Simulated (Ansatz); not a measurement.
**Run report: Al2O3, geometry relaxation**

- system: Al2O3 (10 atoms in the cell)
- method: DFT, PBE, plane waves, PAW, no spin polarisation (Ansatz 0.2.0)

The structure derives from a Materials Project entry.

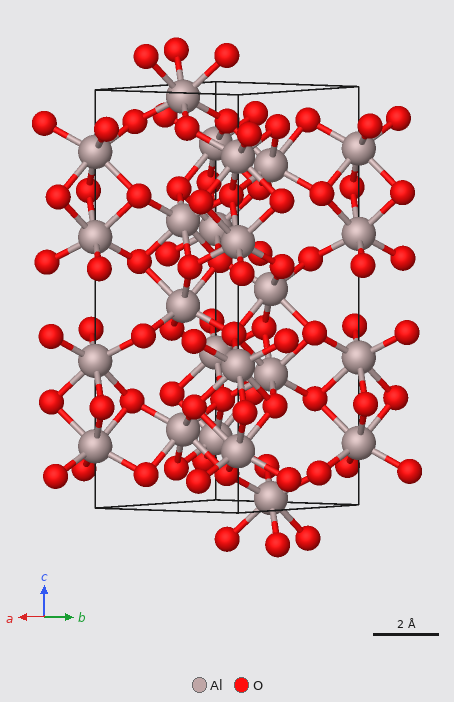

Fig. 1: The starting structure (ball-and-stick view of the cell 3 times as large as that of the calculation, set on its symmetry axes, seen at an oblique angle; bonded neighbours outside the cell are drawn too).

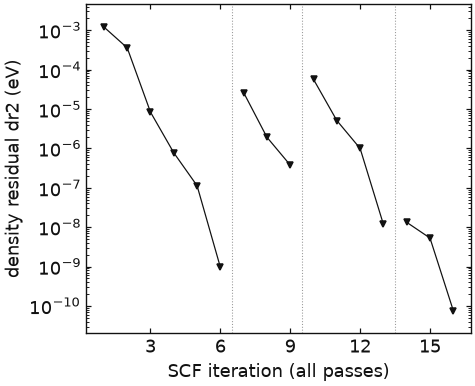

Fig. 2: Convergence of the self-consistent field: density residual dr2 against the SCF iteration. The dotted lines part the SCF passes of the relaxation: geometry steps, rejected trials and re-solves on a re-selected basis. The passes take 6, 3, 4 and 3 iterations.

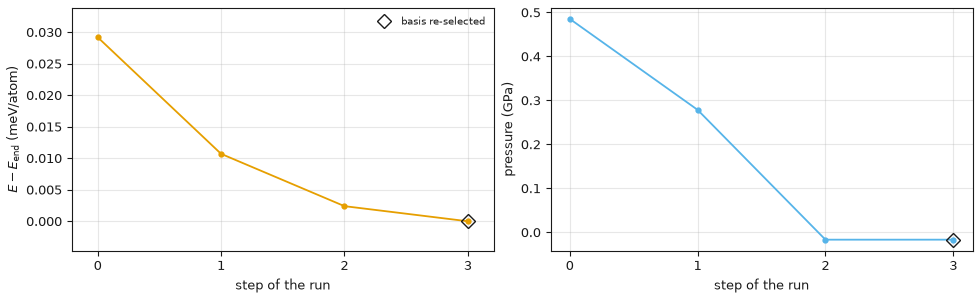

Fig. 3: Progress of the relaxation, step by step (the first geometry is step 0 here and step 1 in the log). The atoms keep their places relative to the cell (all moves are under 0.005 Å). Cell: a = b 4.805 → 4.809 Å (+0.1 %), c 13.116 → 13.124 Å (+0.1 %). Volume +0.2 %. The space group stays R-3c (No. 167). The energy falls by next to nothing (0.0 meV per atom) in 2 geometry steps. The largest force component goes from 0.0091 to 0.0039 eV/Å. The pressure goes from 0.49 to −0.02 GPa. A last SCF at the same geometry on a re-selected plane-wave basis shifts the energy by next to nothing (0.0 meV per atom).

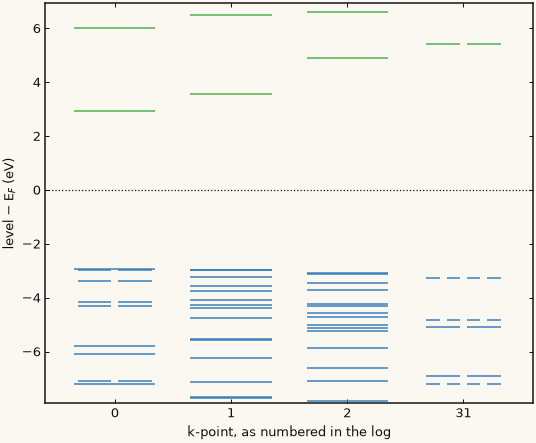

Fig. 4: Kohn–Sham levels near the Fermi level (dotted) at the few k-points that the log prints; levels within 0.02 eV of each other stand side by side. Among these points the highest filled and lowest empty levels are 5.85 eV apart, which is the gap on the mesh.

The input that produced these results follows, with the program's output.

The input:
```yaml
crystal:
  lattice:
    - [2.4025136104, 1.3870918797, 4.3720844159]
    - [-2.4025136104, 1.3870918797, 4.3720844159]
    - [0.0, -2.7741837594, 4.3720844159]
  atoms:
    - { symbol: Al, position: [0.147904, 0.147904, 0.147904] }
    - { symbol: Al, position: [0.352096, 0.352096, 0.352096] }
    - { symbol: Al, position: [0.647904, 0.647904, 0.647904] }
    - { symbol: Al, position: [0.852096, 0.852096, 0.852096] }
    - { symbol: O, position: [0.9438545, 0.5561455, 0.25] }
    - { symbol: O, position: [0.4438545, 0.75, 0.0561455] }
    - { symbol: O, position: [0.5561455, 0.25, 0.9438545] }
    - { symbol: O, position: [0.25, 0.9438545, 0.5561455] }
    - { symbol: O, position: [0.75, 0.0561455, 0.4438545] }
    - { symbol: O, position: [0.0561455, 0.4438545, 0.75] }
basis:
  ecutwfc: "58.8 Ry"
kpoints:
  mp_grid: { grid: [6, 6, 6] }
hamiltonian:
  xc: pbe
scf:
  occupations: { method: gaussian, width: 0.02 }
  mixing: { preconditioner: local_kerker }
output:
  forces: true
  eigenvalues: true
  stress: true
relax:
  adjacent_minimum: "off"
  f_tol: 0.01
  max_steps: 80
  cell: { stress_tol: 0.05 }
```

Command:
```bash
ansatz run input.yaml --threads 1 --pin off --max-ram 2560MiB --backend cpu --events-out ev --progress --plain --runs-dir out
```

Log:
```
Engine: ansatz 0.2.0, x86_64-unknown-linux-gnu
Pseudopotentials: kind: paw
Pseudopotential: Al, paw, valence charge 3, recommended cutoff 420 eV (normal), Al.paw.azcp
Pseudopotential: O, paw, valence charge 6, recommended cutoff 420 eV (normal), O.paw.azcp
Functional definition: PBE
  parameter kappa = 0.804
  parameter beta = 0.06672455060314922
  exchange = pbe_x(kappa = kappa, mu = beta*pi^2/3)
  correlation = pbe_c(beta = beta)
Crystal: 10 atoms, lattice volume = 87.420 Å³
Basis set: ecut = 800.0147556320471 eV, 4449 PW (Γ), exchange–correlation on 96×96×96 points (8 copies of the dense FFT grid, shifted against one another)
Bands: 34, of which v1, the nominal top of the filled ones, is band 24 counted from 1 (23 counted from 0)
Symmetry: 12 space group operations
Space group: R-3c (ITA 167), of the structure as read, at distance tolerance 4.4e-5 Å
k-points: 32 of 216
Non-local potential: Al, projectors of the file, l = 0: 2, l = 1: 2, l = 2: 1
Non-local potential: O, projectors of the file, l = 0: 2, l = 1: 2, l = 2: 1
PAW form: soft (Blöchl's): semilocal exchange-correlation on the pseudo side does not see the compensation charge
PAW one-centre angular grid: Al, 110 points (default); XC on 64 Gauss nodes
PAW one-centre angular grid: O, 110 points (default); XC on 64 Gauss nodes
Initial density: superposition of atomic densities (neutral atoms: chi_scale 0, normalization atom), corrected by the library's trained network
Initial wavefunctions: pseudopotential atomic-orbital guess
Functional: x = pbe(κ = 0.804, μ = 0.2195149727645171), c = pbe(β = 0.06672455060314922)
SCF iter   1: F=—  HF=-5569.645118 eV  |F-HF|=—  |Δ(HF+E_count)|=         —  Δρ=1.74e-3  dr2=1.21e-3  ethr=1.77e-3  ⟨swp⟩=7.7  Hψ=5791  notcnv=0  defer=3
SCF iter   2: F=—  HF=-5569.646516 eV  |F-HF|=—  |Δ(HF+E_count)|=   1.40e-3  Δρ=9.82e-4  dr2=3.58e-4  ethr=2.51e-6  ⟨swp⟩=2.2  Hψ=2293  notcnv=0  defer=122
SCF iter   3: F=—  HF=-5569.647036 eV  |F-HF|=—  |Δ(HF+E_count)|=   5.20e-4  Δρ=1.20e-4  dr2=8.34e-6  ethr=7.47e-7  ⟨swp⟩=2.0  Hψ=1729  notcnv=0  defer=122
SCF iter   4: F=—  HF=-5569.646988 eV  |F-HF|=—  |Δ(HF+E_count)|=   4.77e-5  Δρ=4.69e-5  dr2=7.75e-7  ethr=1.74e-8  ⟨swp⟩=2.1  Hψ=1568  notcnv=0  defer=122
SCF iter   5: F=—  HF=-5569.646988 eV  |F-HF|=—  |Δ(HF+E_count)|=   1.82e-7  Δρ=1.60e-5  dr2=1.13e-7  ethr=1.61e-9  ⟨swp⟩=2.1  Hψ=1723  notcnv=0  defer=122
SCF iter   6: F=-5569.646988 eV  HF=-5569.646988 eV  |F-HF|=9.49e-10  |Δ(HF+E_count)|=   3.37e-8  Δρ=2.00e-6  dr2=9.61e-10  ethr=2.08e-10  ⟨swp⟩=10.3  Hψ=4831  notcnv=0
SCF 1 converged in 6 iterations: F = -5569.646988 eV  dr2 = 9.61e-10
  greatest PAW one-centre occupation: 0.859 electrons in one spin orbital (limit 2), on the O atom at site 9 (counted from 0), in its partial waves of l = 0
relax step   1: F+E_penalty+E_count = -5569.64698839 eV  Δ(F+E_penalty+E_count) = +0.000e0 eV  max|allowed force component| = 9.099e-3 eV/Å  Δτ_max = 0.0000 Å  P = +0.486 GPa  Ω = 87.420 Å³  (6 SCF iters, dr2 threshold 1.00e-7 eV, accepted)
Crystal: 10 atoms, lattice volume = 87.497 Å³
Basis set: ecut = 800.0147556320471 eV, 4473 PW (Γ), exchange–correlation on 96×96×96 points (8 copies of the dense FFT grid, shifted against one another)
Initial density: handed on by an earlier stage of this run
Initial wavefunctions: those handed on with the density
iter 1 solved again at ethr=5.75e-8 eV; its pass at ethr=3.10e-3 eV (dr2=2.76e-5 eV) is discarded
SCF iter   1: F=—  HF=-5569.647178 eV  |F-HF|=—  |Δ(HF+E_count)|=         —  Δρ=1.87e-4  dr2=2.61e-5  ethr=5.75e-8  ⟨swp⟩=2.8  Hψ=4636  notcnv=0
SCF iter   2: F=—  HF=-5569.647173 eV  |F-HF|=—  |Δ(HF+E_count)|=   4.46e-6  Δρ=4.95e-5  dr2=1.92e-6  ethr=5.43e-8  ⟨swp⟩=2.0  Hψ=1641  notcnv=0
SCF iter   3: F=-5569.647173 eV  HF=-5569.647173 eV  |F-HF|=5.12e-8  |Δ(HF+E_count)|=   4.41e-7  Δρ=2.34e-5  dr2=3.77e-7  ethr=1.41e-9  ⟨swp⟩=6.2  Hψ=4634  notcnv=0
SCF 2 converged in 3 iterations: F = -5569.647173 eV  dr2 = 3.77e-7
  greatest PAW one-centre occupation: 0.859 electrons in one spin orbital (limit 2), on the O atom at site 8 (counted from 0), in its partial waves of l = 0
relax step   2: F+E_penalty+E_count = -5569.64717262 eV  Δ(F+E_penalty+E_count) = -1.842e-4 eV  max|allowed force component| = 8.967e-3 eV/Å  Δτ_max = 0.0001 Å  P = +0.279 GPa  Ω = 87.497 Å³  energy of the carried Pulay correction = -1.029e-5 eV  (3 SCF iters, dr2 threshold 6.76e-7 eV, accepted)
Crystal: 10 atoms, lattice volume = 87.609 Å³
iter 1 solved again at ethr=1.24e-7 eV; its pass at ethr=3.10e-3 eV (dr2=5.97e-5 eV) is discarded
SCF iter   1: F=—  HF=-5569.647270 eV  |F-HF|=—  |Δ(HF+E_count)|=         —  Δρ=2.64e-4  dr2=5.65e-5  ethr=1.24e-7  ⟨swp⟩=2.9  Hψ=4526  notcnv=0
SCF iter   2: F=—  HF=-5569.647257 eV  |F-HF|=—  |Δ(HF+E_count)|=   1.27e-5  Δρ=7.84e-5  dr2=5.11e-6  ethr=1.18e-7  ⟨swp⟩=2.1  Hψ=1646  notcnv=0
SCF iter   3: F=—  HF=-5569.647256 eV  |F-HF|=—  |Δ(HF+E_count)|=   8.93e-7  Δρ=3.69e-5  dr2=9.99e-7  ethr=1.07e-8  ⟨swp⟩=2.0  Hψ=1659  notcnv=0
SCF iter   4: F=-5569.647256 eV  HF=-5569.647256 eV  |F-HF|=6.15e-9  |Δ(HF+E_count)|=   5.02e-8  Δρ=4.52e-6  dr2=1.18e-8  ethr=4.49e-10  ⟨swp⟩=6.2  Hψ=4738  notcnv=0
SCF 3 converged in 4 iterations: F = -5569.647256 eV  dr2 = 1.18e-8
  greatest PAW one-centre occupation: 0.858 electrons in one spin orbital (limit 2), on the O atom at site 9 (counted from 0), in its partial waves of l = 0
relax step   3: F+E_penalty+E_count = -5569.64725613 eV  Δ(F+E_penalty+E_count) = -8.351e-5 eV  max|allowed force component| = 3.928e-3 eV/Å  Δτ_max = 0.0003 Å  P = -0.017 GPa  Ω = 87.609 Å³  energy of the carried Pulay correction = -2.505e-5 eV  (4 SCF iters, dr2 threshold 2.15e-7 eV, accepted)
Initial wavefunctions: pseudopotential atomic-orbital guess (no wavefunctions were taken with the density)
iter 1 solved again at ethr=2.16e-8 eV; its pass at ethr=3.10e-3 eV (dr2=1.04e-5 eV) is discarded
SCF iter   1: F=—  HF=-5569.647328 eV  |F-HF|=—  |Δ(HF+E_count)|=         —  Δρ=1.30e-5  dr2=1.33e-8  ethr=2.16e-8  ⟨swp⟩=3.6  Hψ=9172  notcnv=0
SCF iter   2: F=—  HF=-5569.647280 eV  |F-HF|=—  |Δ(HF+E_count)|=   4.78e-5  Δρ=6.76e-6  dr2=5.30e-9  ethr=2.76e-11  ⟨swp⟩=2.0  Hψ=1712  notcnv=0
SCF iter   3: F=-5569.647280 eV  HF=-5569.647280 eV  |F-HF|=5.70e-9  |Δ(HF+E_count)|=   5.00e-7  Δρ=7.13e-7  dr2=7.65e-11  ethr=1.00e-12  ⟨swp⟩=4.7  Hψ=4895  notcnv=0
SCF 4 converged in 3 iterations: F = -5569.647280 eV  dr2 = 7.65e-11
relax step   4: F+E_penalty+E_count = -5569.64728027 eV  Δ(F+E_penalty+E_count) = -2.415e-5 eV  max|allowed force component| = 3.920e-3 eV/Å  Δτ_max = 0.0000 Å  P = -0.017 GPa  Ω = 87.609 Å³  stress off target by 3.81e-2 GPa  SCF on the basis re-selected at this cell (its energy is not comparable with the rows above)  (3 SCF iters)
basis re-selected at this cell: Δ(F+E_penalty+E_count) = -2.415e-5 eV, ΔP = +0.000 GPa vs the last step (what re-selecting the basis moved, of the pressure what is left beyond the Pulay correction that the steps carried, after the strain that the cell walked since its last selection, with what the two solves' SCF thresholds leave and, on support functions, any second-order correction that the steps lacked; it is no measure of the basis error at this ecutwfc). This SCF's stress stands 3.81e-2 GPa from its target on what of the cell is left free (relax.cell.stress_tol is 5.00e-2 GPa) and its largest allowed force component is 3.92e-3 eV/Å (relax.f_tol is 1.00e-2 eV/Å): within both
SCF converged after 3 iterations
Free energy (F): -5569.647280 eV
Harris-Foulkes:  -5569.647280 eV  (|F-HF|=5.70e-9)
Internal energy: -5569.647280 eV  (E = F + TS)
E sigma→0 (E₀):  -5569.647280 eV
Fermi energy:    10.284615 eV
--- Per-component energies (eV) ---
  E_band       = 52.937007
  E_kinetic    = 1177.594739
  E_local      = -2008.502681  (includes V_loc(G=0)·N_el)
  E_nonlocal   = 324.028548
  E_hartree    = 743.853403
  E_xc         = -612.098064
  E_vxc        = -695.139478  (∫ρ·V_xc dr)
  E_paw        = -2821.163619  (= ΣΔE_a)
  E_vpaw       = -232.752230  (= ΣTr[D̂ρ^β])
  E_aug_tail   = 0.001024  (compensation charges beyond the density's cutoff)
  E_ewald      = -2373.360630
  E_smearing   = -0.000000  (= −TS)
  E_closure    = -0.000000  (closes the sum)
  Σ components = -5569.647280   (vs F -5569.647280, Δ=0.00e0)
--- Forces (eV/Å), atoms counted from 1 ---
  atom   1  Al     0.00000000     0.00000000    -0.00392033
  atom   2  Al     0.00000000     0.00000000     0.00392033
  atom   3  Al    -0.00000000    -0.00000000    -0.00392033
  atom   4  Al    -0.00000000    -0.00000000     0.00392033
  atom   5  O     -0.00218929     0.00000000    -0.00000000
  atom   6  O     -0.00109465    -0.00189598     0.00000000
  atom   7  O      0.00109465     0.00189598    -0.00000000
  atom   8  O      0.00109465    -0.00189598     0.00000000
  atom   9  O     -0.00109465     0.00189598    -0.00000000
  atom  10  O      0.00218929     0.00000000     0.00000000
  max |Σ_I F_I| component: 6.07e-18 eV/Å
--- Stress (GPa, compression-positive) ---
       -0.005891       0.000000      -0.000000
        0.000000      -0.005891       0.000000
       -0.000000       0.000000      -0.038105
  P = ⅓ Tr σ = -0.0166 GPa (-0.166 kbar)
--- Band table (eV; the first three rows and the last of 32) ---
  k-point 0: bands = ["-11.6319", "-9.4199", "-9.1579", "-9.1579", "-8.8563", "-8.8563", "0.6271", "1.5881", "1.9866", "1.9866", "3.0743", "3.2031", "3.2031", "4.1850", "4.4734", "5.9882", "5.9882", "6.1262", "6.1262", "6.8990", "6.8990", "7.3282", "7.3282", "7.3593", "13.2099", "16.2809", "17.7499", "18.6434", "18.6434", "18.7952", "19.5259", "19.5259", "19.6192", "20.5189"]
  k-point 1: bands = ["-11.4947", "-9.4891", "-9.2334", "-9.1836", "-8.9206", "-8.8661", "0.7754", "1.3609", "1.8037", "2.5513", "2.5802", "3.1411", "4.0388", "4.7116", "4.7531", "5.5180", "5.8847", "6.0217", "6.1886", "6.5208", "6.7151", "7.0334", "7.2920", "7.3164", "13.8454", "16.7744", "17.3537", "18.3179", "18.3410", "18.6506", "19.6309", "19.7563", "20.0604", "20.0724"]
  k-point 2: bands = ["-11.1053", "-9.9218", "-9.2091", "-9.1818", "-9.0564", "-8.9269", "0.9629", "1.4104", "1.6311", "2.4464", "3.2050", "3.6548", "4.4100", "5.0373", "5.1485", "5.2534", "5.5720", "5.7025", "5.9658", "6.0425", "6.5572", "6.8432", "7.1532", "7.1913", "15.1620", "16.8813", "17.2562", "17.5566", "18.0585", "18.6022", "19.4261", "19.5884", "20.0518", "20.6161"]
  k-point 31: bands = ["-10.6798", "-10.6798", "-9.0247", "-9.0247", "-9.0247", "-9.0247", "1.9030", "1.9030", "3.0673", "3.0673", "3.0673", "3.0673", "3.3627", "3.3627", "5.1869", "5.1869", "5.4418", "5.4418", "5.4418", "5.4418", "7.0074", "7.0074", "7.0074", "7.0074", "15.7158", "15.7158", "18.2296", "18.2296", "19.4501", "19.4501", "19.8414", "19.8414", "19.8414", "19.8414"]
--- Relaxed structure (3 steps of the walk, 3 accepted, 1 SCFs on fresh bases) ---
  F+E_penalty+E_count = -5569.64728027 eV   max|allowed force component| = 3.920e-3 eV/Å   (the final SCF, on the basis selected at the relaxed cell)
  cell:  # Å, volume = 87.6092 Å³
    - [2.4043739879691546, 1.3881659691865254, 4.37476769567034]
    - [-2.4043739879691546, 1.3881659691865254, 4.37476769567034]
    - [6.841797075622632e-35, -2.7763319383730503, 4.37476769567034]
  atoms:
    - { symbol: Al, position: [0.14787027990350438, 0.14787027990350438, 0.1478702799035044] }
    - { symbol: Al, position: [0.3521297200964957, 0.3521297200964957, 0.35212972009649574] }
    - { symbol: Al, position: [0.6478702799035045, 0.6478702799035045, 0.6478702799035047] }
    - { symbol: Al, position: [0.8521297200964955, 0.8521297200964955, 0.8521297200964956] }
    - { symbol: O, position: [0.943846910847286, 0.556153089152714, 0.2500000000000001] }
    - { symbol: O, position: [0.443846910847286, 0.75, 0.056153089152714] }
    - { symbol: O, position: [0.556153089152714, 0.2500000000000001, 0.9438469108472861] }
    - { symbol: O, position: [0.25000000000000017, 0.943846910847286, 0.556153089152714] }
    - { symbol: O, position: [0.75, 0.05615308915271405, 0.44384691084728595] }
    - { symbol: O, position: [0.05615308915271405, 0.443846910847286, 0.7499999999999999] }
```

Trajectory as extended XYZ (Å, eV, eV/Å), 4 frames, from step=1 to step=4:
```
10
Lattice="2.4025 1.3871 4.3721 -2.4025 1.3871 4.3721 0.0000 -2.7742 4.3721" Properties=species:S:1:pos:R:3:forces:R:3 step=1 energy=-5569.64699 pressure_GPa=0.49
Al    0.0000    0.0000    1.9399    0.0000   0.0000  -0.0091
Al    0.0000    0.0000    4.6182    0.0000   0.0000   0.0091
Al    0.0000    0.0000    8.4981    0.0000   0.0000  -0.0091
Al    0.0000    0.0000   11.1763    0.0000   0.0000   0.0091
O     0.9315    1.3871    7.6511   -0.0064   0.0000   0.0000
O    -0.7355    1.5002    5.4651   -0.0032  -0.0055   0.0000
O     0.7355   -1.5002    7.6511    0.0032   0.0055   0.0000
O    -1.6670    0.1131    7.6511    0.0032  -0.0055   0.0000
O     1.6670   -0.1131    5.4651   -0.0032   0.0055   0.0000
O    -0.9315   -1.3871    5.4651    0.0064   0.0000   0.0000
10
Lattice="2.4035 1.3876 4.3725 -2.4035 1.3876 4.3725 0.0000 -2.7753 4.3725" Properties=species:S:1:pos:R:3:forces:R:3 step=2 energy=-5569.64717 pressure_GPa=0.28
Al    0.0000    0.0000    1.9400    0.0000   0.0000  -0.0090
Al    0.0000    0.0000    4.6188    0.0000   0.0000   0.0090
Al    0.0000    0.0000    8.4988    0.0000   0.0000  -0.0090
Al    0.0000    0.0000   11.1775    0.0000   0.0000   0.0090
O     0.9317    1.3876    7.6519   -0.0026   0.0000   0.0000
O    -0.7359    1.5007    5.4656   -0.0013  -0.0022   0.0000
O     0.7359   -1.5007    7.6519    0.0013   0.0022   0.0000
O    -1.6676    0.1131    7.6519    0.0013  -0.0022   0.0000
O     1.6676   -0.1131    5.4656   -0.0013   0.0022   0.0000
O    -0.9317   -1.3876    5.4656    0.0026   0.0000   0.0000
10
Lattice="2.4044 1.3882 4.3748 -2.4044 1.3882 4.3748 0.0000 -2.7763 4.3748" Properties=species:S:1:pos:R:3:forces:R:3 step=3 energy=-5569.64726 pressure_GPa=-0.02
Al    0.0000    0.0000    1.9407    0.0000   0.0000  -0.0039
Al    0.0000    0.0000    4.6215    0.0000   0.0000   0.0039
Al    0.0000    0.0000    8.5028    0.0000   0.0000  -0.0039
Al    0.0000    0.0000   11.1836    0.0000   0.0000   0.0039
O     0.9322    1.3882    7.6558   -0.0022   0.0000   0.0000
O    -0.7361    1.5014    5.4685   -0.0011  -0.0019   0.0000
O     0.7361   -1.5014    7.6558    0.0011   0.0019   0.0000
O    -1.6683    0.1132    7.6558    0.0011  -0.0019   0.0000
O     1.6683   -0.1132    5.4685   -0.0011   0.0019   0.0000
O    -0.9322   -1.3882    5.4685    0.0022   0.0000   0.0000
10
Lattice="2.4044 1.3882 4.3748 -2.4044 1.3882 4.3748 0.0000 -2.7763 4.3748" Properties=species:S:1:pos:R:3:forces:R:3 step=4 energy=-5569.64728 pressure_GPa=-0.02
Al    0.0000    0.0000    1.9407    0.0000   0.0000  -0.0039
Al    0.0000    0.0000    4.6215    0.0000   0.0000   0.0039
Al    0.0000    0.0000    8.5028    0.0000   0.0000  -0.0039
Al    0.0000    0.0000   11.1836    0.0000   0.0000   0.0039
O     0.9322    1.3882    7.6558   -0.0022   0.0000   0.0000
O    -0.7361    1.5014    5.4685   -0.0011  -0.0019   0.0000
O     0.7361   -1.5014    7.6558    0.0011   0.0019   0.0000
O    -1.6683    0.1132    7.6558    0.0011  -0.0019   0.0000
O     1.6683   -0.1132    5.4685   -0.0011   0.0019   0.0000
O    -0.9322   -1.3882    5.4685    0.0022   0.0000   0.0000
```

Results in brief:

- outcome: converged
- space group (tolerance 0.01 Å): R-3c (167)
- electrons treated: 48
- free energy: −5569.6473 eV
- Fermi energy: 10.285 eV
- gap on the k-point mesh: 5.85 eV
- pressure: −0.02 GPa
- final volume: 87.61 Å³
- largest force (length of the vector) at the end: 0.004 eV/Å
- final cell: a = 5.181 Å, b = 5.181 Å, c = 5.181 Å, α = 55.30°, β = 55.30°, γ = 55.30°
- hardware: 1 thread of Intel Xeon @ 2.90GHz (Ice Lake), 192 GiB of memory available, shared host
- wall time: 40 s
- peak memory: 0.59 GiB

Settings chosen away from the usual ones: basis.ecutwfc set to 58.8 Ry (from 420); scf.mixing.preconditioner set to local_kerker.
